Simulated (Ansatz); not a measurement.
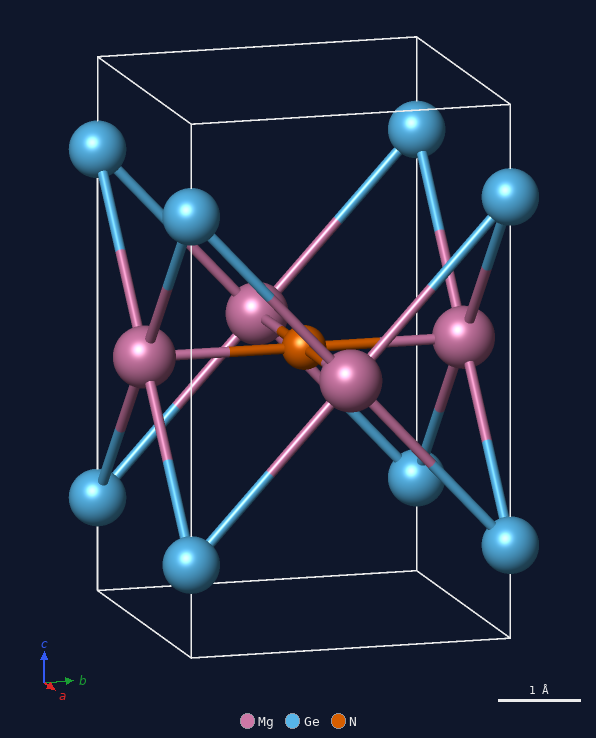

An orthographic ball-and-stick view of the structure, slightly off an axis. One unit cell is framed, with atoms on its boundary repeated. Cell: a = 4.07 Å, b = 4.07 Å, c = 6.68 Å, α = 90.00°, β = 90.00°, γ = 90.00°.

Origin of the cell: a random cell made by a generator, so it need not be a real form of the compound. Earlier steps of the study may have refined or changed the cell and positions. A calculation with Ansatz used it as input.

Notes on the structure:

The formula is Mg$_{2}$Ge$_{2}$N. Within 0.01 Å the space group is P4/mmm (No. 123), primitive tetragonal. With Z = 1, the cell contains 2 Mg, 2 Ge, 1 N. Ge is coordinated by four Mg and one Ge (about 3.0 Å to Mg, 2.3 Å to Ge). The coordination shell of N holds four Mg in a square planar arrangement at about 2.0 Å. The bonds build a three-dimensional framework.

Results below were computed with DFT PBE, scalar-relativistic, plane waves, PAW in Ansatz; the settings were a basis cut at 420 eV, a 10×10×6 grid in reciprocal space, Gaussian smearing of 0.1 eV, no spin polarisation.

Metal or not?

A metal: bands cross the Fermi level.

What charge does Bader's analysis assign to each element?

Mg +1.58 e; Ge -0.54 e; N -2.08 e.

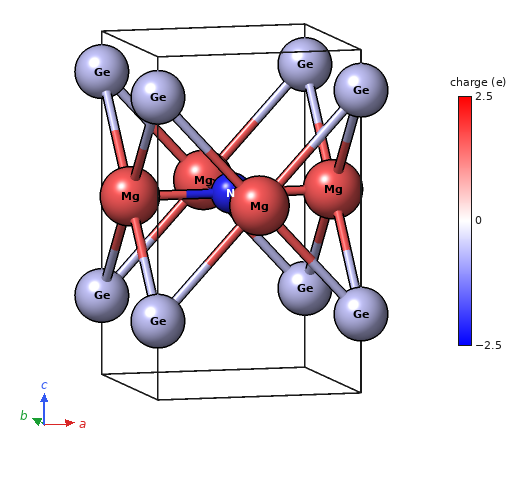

The atoms coloured by those charges. The run's cell of 5 atoms is drawn, so axes and origin can differ from the first picture.

Is this an equilibrium geometry for the method given?

Yes. All forces vanish to within 0.01 eV/Å. The pressure is 0.0 GPa, close to zero.
